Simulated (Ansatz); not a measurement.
## Geometry relaxation, with input and output: HfN (part 2 of 2)

Continued. System: HfN (P6₃/mmc, 4 atoms in the cell). Method: DFT r2SCAN, scalar-relativistic, plane waves, PAW, no spin polarisation (Ansatz 0.2.0); cutoff 500 eV, 18×18×10 k-mesh, Gaussian smearing of 0.1 eV. The structure derives from a Materials Project entry. It belongs to a series of runs on one base structure; here: uniaxial strain along c, a, b and atoms relaxed: -2.0 %.

Geometry of the input (Å; fractional positions):
```
3.1600  0.0000  0.0000
-1.5800  2.7367  0.0000
0.0000  0.0000  5.3167
Hf 0.6667  0.3333  0.7500
Hf 0.3333  0.6667  0.2500
N  0.0000  0.0000  0.0000
N  0.0000  0.0000  0.5000
```

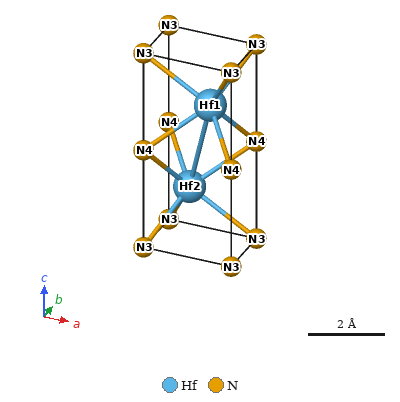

**Figure 1.** The geometry at step 2 of the log (ball-and-stick view of the cell of the calculation, seen slightly off an axis; atoms are numbered from 1 in the order of the input).

What the program printed, continued:
```
relax step   3: F+E_penalty+E_count = -32243.18442605 eV  Δ(F+E_penalty+E_count) = -3.250e-4 eV  max|allowed force component| = 7.625e-8 eV/Å  Δτ_max = 0.0000 Å  P = +3.749 GPa  Ω = 45.843 Å³  energy of the carried Pulay correction = +3.984e-5 eV  fix = [c, alpha, beta, gamma]  reactions: c +11.258 GPa; gamma -0.000 GPa/rad  (5 SCF iters, dr2 threshold 4.00e-7 eV, accepted)
Initial wavefunctions: pseudopotential atomic-orbital guess (no wavefunctions were taken with the density)
iter 1 solved again at ethr=1.92e-8 eV; its pass at ethr=3.10e-3 eV (dr2=1.19e-5 eV) is discarded
SCF iter   1: F=—  HF=-32243.184388 eV  |F-HF|=—  |Δ(HF+E_count)|=         —  Δρ=1.23e-5  dr2=6.72e-8  dr2_τ=5.93e-9  ethr=1.92e-8  ⟨swp⟩=3.2  Hψ=126449  notcnv=0
preconditioner: auto → Kerker (q_TF=auto, 2.869 Å⁻¹)  [metal: Δε(μ)=0.036 eV  Ē_g=19.167 eV  σ=0.100 eV  W_gap=0.19  n_scr=22 (ndim 8)  ℏωp=41.8 eV  f_vac=0.000  D(μ)=0.63/eV (n_scr^D=2)]
SCF iter   2: F=—  HF=-32243.184389 eV  |F-HF|=—  |Δ(HF+E_count)|=   9.82e-7  Δρ=8.16e-6  dr2=1.91e-8  dr2_τ=7.43e-9  ethr=1.08e-10  ⟨swp⟩=2.0  Hψ=37734  notcnv=0
SCF iter   3: F=—  HF=-32243.184389 eV  |F-HF|=—  |Δ(HF+E_count)|=   4.55e-9  Δρ=5.11e-6  dr2=9.77e-9  dr2_τ=3.48e-10  ethr=3.08e-11  ⟨swp⟩=2.4  Hψ=36810  notcnv=0
SCF iter   4: F=—  HF=-32243.184389 eV  |F-HF|=—  |Δ(HF+E_count)|=   5.47e-9  Δρ=1.12e-6  dr2=5.20e-10  dr2_τ=3.72e-11  ethr=1.58e-11  ⟨swp⟩=2.0  Hψ=37704  notcnv=0
SCF iter   5: F=—  HF=-32243.184389 eV  |F-HF|=—  |Δ(HF+E_count)|=  2.00e-10  Δρ=3.90e-7  dr2=8.33e-11  dr2_τ=5.81e-12  ethr=1.00e-12  ⟨swp⟩=2.0  Hψ=33276  notcnv=0
SCF iter   6: F=—  HF=-32243.184389 eV  |F-HF|=—  |Δ(HF+E_count)|=  2.55e-11  Δρ=1.07e-7  dr2=5.70e-12  dr2_τ=4.17e-13  ethr=1.00e-12  ⟨swp⟩=1.0  Hψ=20748  notcnv=0
SCF iter   7: F=-32243.184389 eV  HF=-32243.184389 eV  |F-HF|=2.18e-11  |Δ(HF+E_count)|=  1.46e-11  Δρ=2.90e-8  dr2=2.79e-13  dr2_τ=4.17e-14  ethr=1.00e-12  ⟨swp⟩=5.0  Hψ=90529  notcnv=0
SCF 4 converged in 7 iterations: F = -32243.184389 eV  dr2 = 2.79e-13
relax step   4: F+E_penalty+E_count = -32243.18438940 eV  Δ(F+E_penalty+E_count) = +3.665e-5 eV  max|allowed force component| = 6.627e-8 eV/Å  Δτ_max = 0.0000 Å  P = +3.750 GPa  Ω = 45.843 Å³  fix = [c, alpha, beta, gamma]  reactions: c +11.259 GPa; gamma -0.000 GPa/rad  stress off target by 3.71e-3 GPa on what of the cell is left free  SCF on the basis re-selected at this cell (its energy is not comparable with the rows above)  (7 SCF iters)
basis re-selected at this cell: Δ(F+E_penalty+E_count) = +3.665e-5 eV, ΔP = +0.001 GPa vs the last step (what re-selecting the basis moved, of the pressure what is left beyond the Pulay correction that the steps carried, after the strain that the cell walked since its last selection, with what the two solves' SCF thresholds leave and, on support functions, any second-order correction that the steps lacked; it is no measure of the basis error at this ecutwfc). This SCF's stress stands 3.71e-3 GPa from its target on what of the cell is left free (relax.cell.stress_tol is 1.50e-2 GPa) and its largest allowed force component is 6.63e-8 eV/Å (relax.f_tol is 8.00e-3 eV/Å): within both
SCF converged after 7 iterations
Free energy (F): -32243.184389 eV
Harris-Foulkes:  -32243.184389 eV  (|F-HF|=2.18e-11)
Internal energy: -32243.181222 eV  (E = F + TS)
E sigma→0 (E₀):  -32243.182806 eV
Entropy (-TS):   -0.003167 eV (-0.792 meV/atom)
Fermi energy:    23.668979 eV
--- Per-component energies (eV) ---
  E_band       = 332.225464
  E_kinetic    = 1117.209114
  E_local      = -9415.285069  (includes V_loc(G=0)·N_el)
  E_nonlocal   = -2406.099525
  E_hartree    = 4477.727478
  E_xc         = -690.037987
  E_vxc        = -761.006631  (∫ρ·V_xc dr)
  E_paw        = -14162.182461  (= ΣΔE_a)
  E_vpaw       = 2803.518015  (= ΣTr[D̂ρ^β])
  E_aug_tail   = 0.000038  (compensation charges beyond the density's cutoff)
  E_vtau       = 38.434583  (kinetic-family band-sum trace: ∫τ·v_τ [+ j·A + Jᵃ·Aᵃ] dr)
  E_ewald      = -11165.096724
  E_core_change = 0.583914  (= ΣΔE_core)
  E_smearing   = -0.003167  (= −TS)
  E_closure    = 0.000000  (closes the sum)
  Σ components = -32243.184389   (vs F -32243.184389, Δ=0.00e0)
--- Forces (eV/Å), atoms counted from 1 ---
  atom   1  Hf     0.00000007    -0.00000004     0.00000000
  atom   2  Hf    -0.00000007     0.00000004    -0.00000000
  atom   3  N      0.00000000    -0.00000000     0.00000000
  atom   4  N      0.00000000    -0.00000000     0.00000000
  max |Σ_I F_I| component: 7.26e-29 eV/Å
--- Stress (GPa, compression-positive) ---
       -0.003710       0.000002       0.000000
        0.000002      -0.003708       0.000000
        0.000000       0.000000      11.258860
  P = ⅓ Tr σ = 3.7505 GPa (37.505 kbar)
--- Band table (eV; the first three rows and the last of 546) ---
  k-point 0: bands = ["-40.6317", "-40.5747", "-9.3774", "-8.4431", "-8.3788", "-8.3788", "-8.3111", "-8.3111", "5.3175", "8.2686", "10.9583", "10.9711", "10.9711", "10.9720", "11.0359", "11.0376", "11.0376", "11.0424", "11.0424", "11.0573", "11.0573", "11.1155", "11.1180", "11.1401", "14.6535", "18.3953", "18.3953", "19.6810", "19.6810", "21.8796", "23.4159", "24.4740", "24.4740", "24.7182", "25.4778", "25.4778", "25.6669", "29.7411"]
  k-point 1: bands = ["-40.6303", "-40.5761", "-9.3565", "-8.4683", "-8.3772", "-8.3772", "-8.3128", "-8.3128", "5.3771", "8.1699", "10.9597", "10.9712", "10.9712", "10.9748", "11.0345", "11.0345", "11.0361", "11.0399", "11.0399", "11.0632", "11.0632", "11.1156", "11.1179", "11.1296", "14.8015", "18.4071", "18.4071", "19.6154", "19.6154", "21.3860", "23.7565", "24.6114", "24.6114", "24.8780", "25.5763", "25.5763", "25.6924", "29.6077"]
  k-point 2: bands = ["-40.6263", "-40.5802", "-9.2954", "-8.5405", "-8.3724", "-8.3724", "-8.3176", "-8.3176", "5.5519", "7.8986", "10.9639", "10.9721", "10.9721", "10.9815", "11.0215", "11.0215", "11.0367", "11.0461", "11.0461", "11.0704", "11.0704", "11.1048", "11.1157", "11.1177", "15.2173", "18.4456", "18.4456", "19.4440", "19.4440", "20.4602", "24.2688", "24.9938", "24.9938", "25.2998", "25.7595", "25.8634", "25.8634", "29.2333"]
  k-point 545: bands = ["-40.5538", "-40.5538", "-9.2437", "-9.2437", "-8.6243", "-8.6243", "-8.5170", "-8.5170", "7.2119", "7.2119", "11.0211", "11.0211", "11.0256", "11.0256", "11.0271", "11.0271", "11.0448", "11.0448", "11.0609", "11.0609", "11.0652", "11.0652", "11.1057", "11.1057", "16.7398", "16.7398", "17.9470", "17.9470", "18.7498", "18.7498", "23.3245", "23.3245", "28.3892", "28.3892", "28.4540", "28.4540", "29.9567", "29.9567"]
--- Relaxed structure (3 steps of the walk, 3 accepted, 1 SCFs on fresh bases) ---
  F+E_penalty+E_count = -32243.18438940 eV   max|allowed force component| = 6.627e-8 eV/Å   (the final SCF, on the basis selected at the relaxed cell)
  cell:  # Å, volume = 45.8432 Å³
    - [3.1553634164394073, -2.882503843190186e-11, 0.0]
    - [-1.5776817081947407, 2.732624876822996, 0.0]
    - [0.0, 0.0, 5.3167400678]
  atoms:
    - { symbol: Hf, position: [0.6666666697209954, 0.33333333027900486, 0.7500000000000001] }
    - { symbol: Hf, position: [0.33333333027900497, 0.6666666697209953, 0.25000000000000006] }
    - { symbol: N, position: [-2.617641454415981e-25, -2.2114075728661642e-36, 9.055971891739301e-36] }
    - { symbol: N, position: [-2.6176414544269772e-25, -4.41063269815133e-36, 0.5000000000000001] }
```

Trajectory as extended XYZ (Å, eV, eV/Å), 4 frames, from step=1 to step=4:
```
4
Lattice="3.1600 0.0000 0.0000 -1.5800 2.7367 0.0000 0.0000 0.0000 5.3167" Properties=species:S:1:pos:R:3:forces:R:3 step=1 energy=-32243.18393 pressure_GPa=2.90
Hf    1.5800    0.9122    3.9876    0.0000   0.0000   0.0000
Hf    0.0000    1.8244    1.3292    0.0000   0.0000   0.0000
N     0.0000    0.0000    0.0000    0.0000   0.0000   0.0000
N     0.0000    0.0000    2.6584    0.0000   0.0000   0.0000
4
Lattice="3.1512 0.0000 0.0000 -1.5756 2.7290 0.0000 0.0000 0.0000 5.3167" Properties=species:S:1:pos:R:3:forces:R:3 step=2 energy=-32243.18410 pressure_GPa=4.52
Hf    1.5756    0.9097    3.9876    0.0000   0.0000   0.0000
Hf    0.0000    1.8194    1.3292    0.0000   0.0000   0.0000
N     0.0000    0.0000    0.0000    0.0000   0.0000   0.0000
N     0.0000    0.0000    2.6584    0.0000   0.0000   0.0000
4
Lattice="3.1554 0.0000 0.0000 -1.5777 2.7326 0.0000 0.0000 0.0000 5.3167" Properties=species:S:1:pos:R:3:forces:R:3 step=3 energy=-32243.18443 pressure_GPa=3.75
Hf    1.5777    0.9109    3.9876    0.0000   0.0000   0.0000
Hf    0.0000    1.8217    1.3292    0.0000   0.0000   0.0000
N     0.0000    0.0000    0.0000    0.0000   0.0000   0.0000
N     0.0000    0.0000    2.6584    0.0000   0.0000   0.0000
4
Lattice="3.1554 0.0000 0.0000 -1.5777 2.7326 0.0000 0.0000 0.0000 5.3167" Properties=species:S:1:pos:R:3:forces:R:3 step=4 energy=-32243.18439 pressure_GPa=3.75
Hf    1.5777    0.9109    3.9876    0.0000   0.0000   0.0000
Hf    0.0000    1.8217    1.3292    0.0000   0.0000   0.0000
N     0.0000    0.0000    0.0000    0.0000   0.0000   0.0000
N     0.0000    0.0000    2.6584    0.0000   0.0000   0.0000
```

Results in brief:

| quantity | value |
| --- | --- |
| outcome | converged |
| space group (tolerance 0.01 Å) | P6₃/mmc (194) |
| electrons treated | 62 |
| free energy | −32243.1844 eV |
| Fermi energy | 23.669 eV |
| gap on the k-point mesh | none (metallic) |
| pressure | 3.75 GPa |
| final volume | 45.84 Å³ |
| largest force (length of the vector) at the end | under 0.001 eV/Å |
| final cell | a = 3.155 Å, b = 3.155 Å, c = 5.317 Å, α = 90.00°, β = 90.00°, γ = 120.00° |
| hardware | 1 thread of AMD EPYC (Zen 3), 189 GiB of memory available, shared host |
| wall time | 11 min |
| peak memory | 1.2 GiB |

Spin–orbit coupling is left out, which matters for Hf.
